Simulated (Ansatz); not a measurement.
# Geometry relaxation, with input and output: TiAl₂ (part 2 of 2)

Continued. System: TiAl₂ (6 atoms in the cell). Method: DFT PBEsol, scalar-relativistic, plane waves, PAW, no spin polarisation (Ansatz 0.2.0); cutoff 420 eV, 10×10×10 k-mesh, Gaussian smearing of 0.1 eV. The structure derives from an entry of the Crystallography Open Database. It belongs to a series of runs on one base structure; here: relaxed functional: PBEsol.

Geometry of the input (Å; fractional positions):
```
1.9795  -6.0472  0.0000
1.9795  6.0472  0.0000
0.0000  0.0000  4.0315
Ti 0.6490  0.3510  0.0000
Ti 0.3510  0.6490  0.0000
Al 0.0000  0.0000  0.0000
Al 0.8240  0.1760  0.5000
Al 0.1760  0.8240  0.5000
Al 0.5000  0.5000  0.5000
```

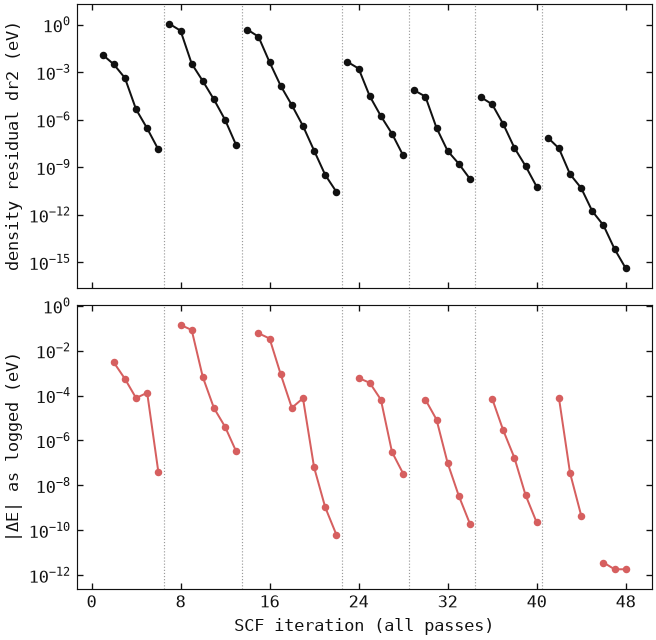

**Figure 1.** Convergence of the self-consistent field: density residual dr2 and size of the energy change against the SCF iteration. The dotted lines part the SCF passes of the relaxation: geometry steps, rejected trials and re-solves on a re-selected basis. The 7 passes take 6 to 9 iterations each, 48 in all.

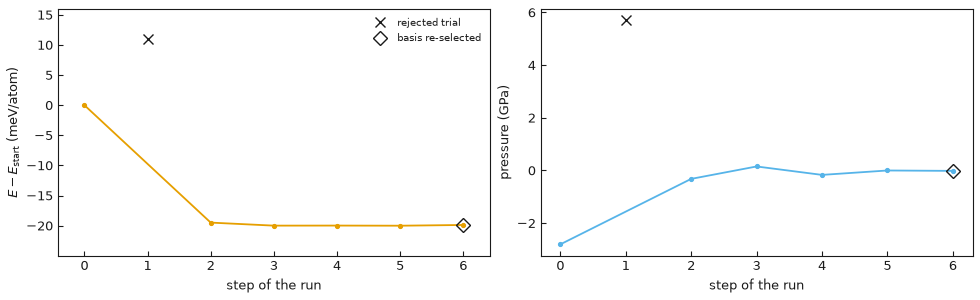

**Figure 2.** Progress of the relaxation, step by step (the first geometry is step 0 here and step 1 in the log).

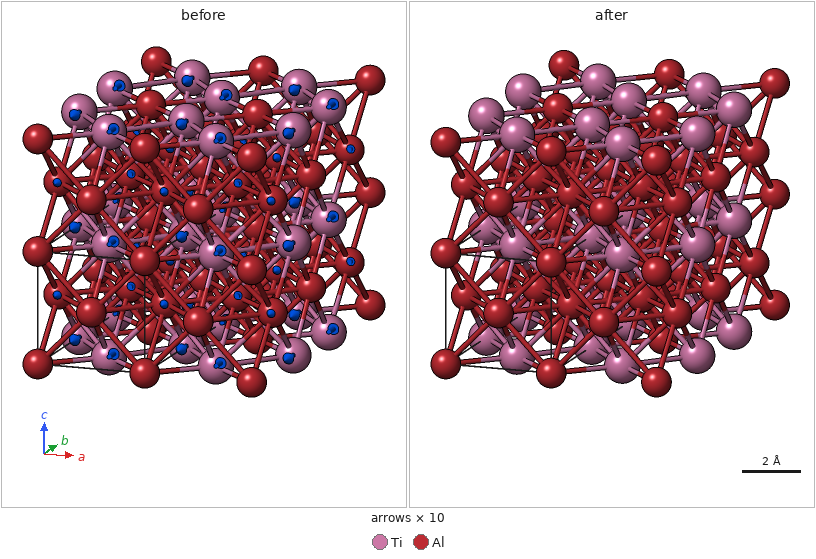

**Figure 3.** Before (left) and after (right) the relaxation, at one scale (ball-and-stick view of the cell 2 times as large as that of the calculation, set on its symmetry axes, repeated 2 × 1 × 2, seen at an oblique angle). The blue arrows give the displacements (without the part carried along by the change of the cell), magnified 10 times. The energy falls by 20.0 meV per atom in 5 geometry steps. Largest force component: 0.86 eV/Å at the start, 0.00034 eV/Å at the end. Pressure: −2.81 GPa at the start and −0.02 GPa at the end. The line search rejected the trial step at point 1 (counted from 0) and went back. The largest moves relative to the cell, 0.087 Å, are those of Ti1 and Ti2. By element the largest moves are Ti 0.087 Å, Al 0.037 Å. The drawn cell changes as follows: a 3.959 → 3.901 Å (−1.5 %), b 12.094 → 12.054 Å (−0.3 %), c 4.032 → 3.973 Å (−1.5 %); the volume changes by −3.2 %. Among the contacts that change: Ti1–Ti2 3.144 → 2.986 Å, Ti1–Al4 2.923 → 2.861 Å, Ti1–Al5 2.844 → 2.791 Å, Al3–Al4 2.932 → 2.879 Å. The space group stays Cmmm (No. 65). A last SCF at the same geometry on a re-selected plane-wave basis shifts the energy by +0.1 meV per atom. (Atoms are counted from 1 in the order of the input.)

```
basis re-selected at this cell: Δ(F+E_penalty+E_count) = +7.275e-4 eV, ΔP = -0.015 GPa vs the last step (what re-selecting the basis moved, of the pressure what is left beyond the Pulay correction that the steps carried, after the strain that the cell walked since its last selection, with what the two solves' SCF thresholds leave and, on support functions, any second-order correction that the steps lacked; it is no measure of the basis error at this ecutwfc). This SCF's stress stands 2.11e-2 GPa from its target on what of the cell is left free (relax.cell.stress_tol is 5.00e-2 GPa) and its largest allowed force component is 3.38e-4 eV/Å (relax.f_tol is 1.00e-2 eV/Å): within both
SCF converged after 8 iterations
Free energy (F): -7048.600445 eV
Harris-Foulkes:  -7048.600445 eV  (|F-HF|=1.82e-12)
Internal energy: -7048.587258 eV  (E = F + TS)
E sigma→0 (E₀):  -7048.593852 eV
Entropy (-TS):   -0.013187 eV (-2.198 meV/atom)
Fermi energy:    10.467933 eV
--- Per-component energies (eV) ---
  E_band       = -311.161797
  E_kinetic    = 642.588541
  E_local      = -2323.402147  (includes V_loc(G=0)·N_el)
  E_nonlocal   = 62.605993
  E_hartree    = 1014.153073
  E_xc         = -353.911902
  E_vxc        = -363.395412  (∫ρ·V_xc dr)
  E_paw        = -3865.915205  (= ΣΔE_a)
  E_vpaw       = -357.865143  (= ΣTr[D̂ρ^β])
  E_aug_tail   = 0.000223  (compensation charges beyond the density's cutoff)
  E_ewald      = -2225.061160
  E_core_change = 0.355325  (= ΣΔE_core)
  E_smearing   = -0.013187  (= −TS)
  E_closure    = 0.000000  (closes the sum)
  Σ components = -7048.600445   (vs F -7048.600445, Δ=0.00e0)
--- Forces (eV/Å), atoms counted from 1 ---
  atom   1  Ti    -0.00000000    -0.00016814    -0.00000000
  atom   2  Ti     0.00000000     0.00016814     0.00000000
  atom   3  Al     0.00000000     0.00000000     0.00000000
  atom   4  Al     0.00000000     0.00033823     0.00000000
  atom   5  Al    -0.00000000    -0.00033823    -0.00000000
  atom   6  Al    -0.00000000     0.00000000     0.00000000
  max |Σ_I F_I| component: 5.92e-31 eV/Å
--- Stress (GPa, compression-positive) ---
       -0.008359      -0.000000       0.000000
       -0.000000      -0.017144      -0.000000
        0.000000      -0.000000      -0.021056
  P = ⅓ Tr σ = -0.0155 GPa (-0.155 kbar)
--- Band table (eV; the first three rows and the last of 186) ---
  k-point 0: bands = ["-45.9378", "-45.9066", "-22.4050", "-22.3705", "-22.3703", "-22.3496", "-22.2484", "-22.2028", "0.3543", "4.3925", "4.4782", "8.2291", "8.6093", "8.7256", "8.8539", "9.7518", "9.9301", "9.9682", "10.8426", "11.0379", "11.3328", "11.4753", "11.5239", "13.4652"]
  k-point 1: bands = ["-45.9377", "-45.9066", "-22.4070", "-22.3721", "-22.3701", "-22.3494", "-22.2483", "-22.2027", "0.4513", "4.4388", "4.5683", "7.3726", "8.7114", "8.9000", "8.9013", "9.7435", "9.8185", "10.2820", "10.5796", "10.9220", "11.3617", "11.5676", "11.8444", "13.6064"]
  k-point 2: bands = ["-45.9375", "-45.9064", "-22.4123", "-22.3763", "-22.3694", "-22.3491", "-22.2480", "-22.2024", "0.7384", "4.5578", "4.8332", "6.2064", "8.5704", "8.7420", "9.0385", "9.5088", "9.8984", "10.4639", "10.7612", "10.7921", "11.0856", "11.6560", "12.6723", "13.2975"]
  k-point 185: bands = ["-45.9362", "-45.9068", "-22.4240", "-22.3897", "-22.3507", "-22.3494", "-22.2459", "-22.2191", "2.8155", "3.4534", "3.7202", "5.5804", "8.2891", "8.3592", "8.4831", "9.6234", "10.5392", "11.2975", "11.4189", "11.8313", "11.9581", "12.2239", "12.2284", "12.6542"]
--- Relaxed structure (6 steps of the walk, 5 accepted, 1 SCFs on fresh bases) ---
  F+E_penalty+E_count = -7048.60044518 eV   max|allowed force component| = 3.382e-4 eV/Å   (the final SCF, on the basis selected at the relaxed cell)
  cell:  # Å, volume = 93.3896 Å³
    - [1.9503279170408858, -6.026797397921961, -3.8084382738852924e-34]
    - [1.9503279170408858, 6.026797397921961, 3.8084382738852924e-34]
    - [2.827539884004087e-85, 2.538979842103545e-34, 3.9725930968279353]
  atoms:
    - { symbol: Ti, position: [0.6562253927426283, 0.3437746072573717, 5.345529420184391e-51] }
    - { symbol: Ti, position: [0.3437746072573717, 0.6562253927426283, -5.345529420184391e-51] }
    - { symbol: Al, position: [-4.7810652753252435e-20, 4.781065275325236e-20, -1.1591269220898192e-69] }
    - { symbol: Al, position: [0.8271047020798494, 0.17289529792015035, 0.5] }
    - { symbol: Al, position: [0.17289529792015035, 0.8271047020798494, 0.5] }
    - { symbol: Al, position: [0.49999999999999994, 0.49999999999999994, 0.5] }
```

### Trajectory as extended XYZ (Å, eV, eV/Å), 7 frames, from step=1 to step=7
```
6
Lattice="1.9795 -6.0472 0.0000 1.9795 6.0472 0.0000 0.0000 0.0000 4.0315" Properties=species:S:1:pos:R:3:forces:R:3 step=1 energy=-7048.48115 pressure_GPa=-2.81
Ti    1.9795   -1.8021    0.0000    0.0000  -0.8591   0.0000
Ti    1.9795    1.8021    0.0000    0.0000   0.8591   0.0000
Al    0.0000    0.0000    0.0000    0.0000   0.0000   0.0000
Al    1.9795   -3.9186    2.0158    0.0000  -0.1923   0.0000
Al    1.9795    3.9186    2.0158    0.0000   0.1923   0.0000
Al    1.9795    0.0000    2.0158    0.0000   0.0000   0.0000
6
Lattice="1.9343 -5.9055 0.0000 1.9343 5.9055 0.0000 0.0000 0.0000 3.9139" Properties=species:S:1:pos:R:3:forces:R:3 step=2 energy=-7048.41518 pressure_GPa=5.70 accepted=F
Ti    1.9343   -1.9413    0.0000    0.0000   1.3096   0.0000
Ti    1.9343    1.9413    0.0000    0.0000  -1.3096   0.0000
Al    0.0000    0.0000    0.0000    0.0000   0.0000   0.0000
Al    1.9343   -3.8711    1.9569    0.0000  -0.2025   0.0000
Al    1.9343    3.8711    1.9569    0.0000   0.2025   0.0000
Al    1.9343    0.0000    1.9569    0.0000   0.0000   0.0000
6
Lattice="1.9543 -6.0339 0.0000 1.9543 6.0339 0.0000 0.0000 0.0000 3.9741" Properties=species:S:1:pos:R:3:forces:R:3 step=3 energy=-7048.59808 pressure_GPa=-0.32
Ti    1.9543   -1.8718    0.0000    0.0000  -0.1291   0.0000
Ti    1.9543    1.8718    0.0000    0.0000   0.1291   0.0000
Al    0.0000    0.0000    0.0000    0.0000   0.0000   0.0000
Al    1.9543   -3.9359    1.9870    0.0000  -0.0790   0.0000
Al    1.9543    3.9359    1.9870    0.0000   0.0790   0.0000
Al    1.9543    0.0000    1.9870    0.0000   0.0000   0.0000
6
Lattice="1.9501 -6.0230 0.0000 1.9501 6.0230 0.0000 0.0000 0.0000 3.9707" Properties=species:S:1:pos:R:3:forces:R:3 step=4 energy=-7048.60110 pressure_GPa=0.15
Ti    1.9501   -1.8825    0.0000    0.0000   0.0092   0.0000
Ti    1.9501    1.8825    0.0000    0.0000  -0.0092   0.0000
Al    0.0000    0.0000    0.0000    0.0000   0.0000   0.0000
Al    1.9501   -3.9384    1.9853    0.0000  -0.0199   0.0000
Al    1.9501    3.9384    1.9853    0.0000   0.0199   0.0000
Al    1.9501    0.0000    1.9853    0.0000   0.0000   0.0000
6
Lattice="1.9516 -6.0285 0.0000 1.9516 6.0285 0.0000 0.0000 0.0000 3.9743" Properties=species:S:1:pos:R:3:forces:R:3 step=5 energy=-7048.60104 pressure_GPa=-0.17
Ti    1.9516   -1.8849    0.0000    0.0000   0.0147   0.0000
Ti    1.9516    1.8849    0.0000    0.0000  -0.0147   0.0000
Al    0.0000    0.0000    0.0000    0.0000   0.0000   0.0000
Al    1.9516   -3.9447    1.9871    0.0000   0.0072   0.0000
Al    1.9516    3.9447    1.9871    0.0000  -0.0072   0.0000
Al    1.9516    0.0000    1.9871    0.0000   0.0000   0.0000
6
Lattice="1.9503 -6.0268 0.0000 1.9503 6.0268 0.0000 0.0000 0.0000 3.9726" Properties=species:S:1:pos:R:3:forces:R:3 step=6 energy=-7048.60117 pressure_GPa=-0.00
Ti    1.9503   -1.8831    0.0000    0.0000  -0.0002   0.0000
Ti    1.9503    1.8831    0.0000    0.0000   0.0002   0.0000
Al    0.0000    0.0000    0.0000    0.0000   0.0000   0.0000
Al    1.9503   -3.9428    1.9863    0.0000   0.0002   0.0000
Al    1.9503    3.9428    1.9863    0.0000  -0.0002   0.0000
Al    1.9503    0.0000    1.9863    0.0000   0.0000   0.0000
6
Lattice="1.9503 -6.0268 0.0000 1.9503 6.0268 0.0000 0.0000 0.0000 3.9726" Properties=species:S:1:pos:R:3:forces:R:3 step=7 energy=-7048.60045 pressure_GPa=-0.02
Ti    1.9503   -1.8831    0.0000    0.0000  -0.0002   0.0000
Ti    1.9503    1.8831    0.0000    0.0000   0.0002   0.0000
Al    0.0000    0.0000    0.0000    0.0000   0.0000   0.0000
Al    1.9503   -3.9428    1.9863    0.0000   0.0003   0.0000
Al    1.9503    3.9428    1.9863    0.0000  -0.0003   0.0000
Al    1.9503    0.0000    1.9863    0.0000   0.0000   0.0000
```

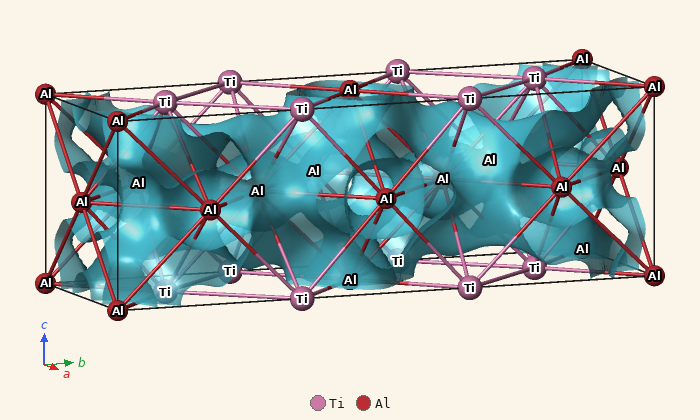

**Figure 4.** Isosurface of the electron localisation function at 0.55 (cyan), seen slightly off an axis. Only the valence region is drawn (cores and ρ < 0.01 e/Å³ removed). Sticks mark near contacts. The outline is the cell set on symmetry axes. Profiles from the grid: Al–Al (2.69 Å): the ELF peaks at about 0.70 between the atoms. The fields are those of the smooth PAW valence density.

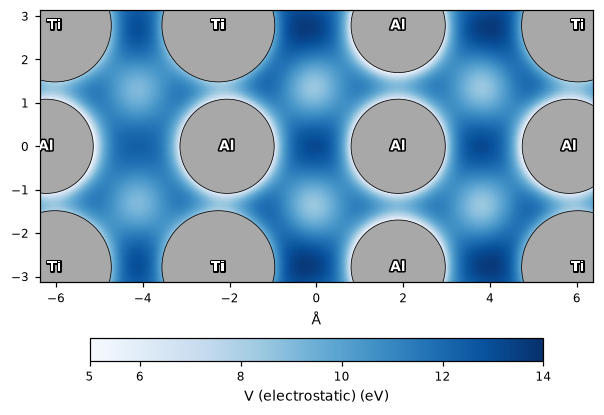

**Figure 5.** Electrostatic potential (local pseudopotential plus Hartree) felt by an electron on the (101) plane of the conventional cell. Grey discs, where drawn, cover atomic cores. The section cuts through Ti and Al sites. Outside the cores the potential energy rises away from the atoms and is highest about 1.9 Å from the nearest atoms; outside the discs it spans about 8 eV, and its zero is arbitrary.

### Summary

| quantity | value |
| --- | --- |
| outcome | converged |
| space group (tolerance 0.01 Å) | Cmmm (65) |
| electrons treated | 36 |
| free energy | −7048.6004 eV |
| Fermi energy | 10.468 eV |
| gap on the k-point mesh | none (metallic) |
| pressure | −0.02 GPa |
| final volume | 93.39 Å³ |
| largest force (length of the vector) at the end | under 0.001 eV/Å |
| final cell | a = 6.335 Å, b = 6.335 Å, c = 3.973 Å, α = 90.00°, β = 90.00°, γ = 144.14° |
| wall time | 7.8 min |
| peak memory | 0.67 GiB |
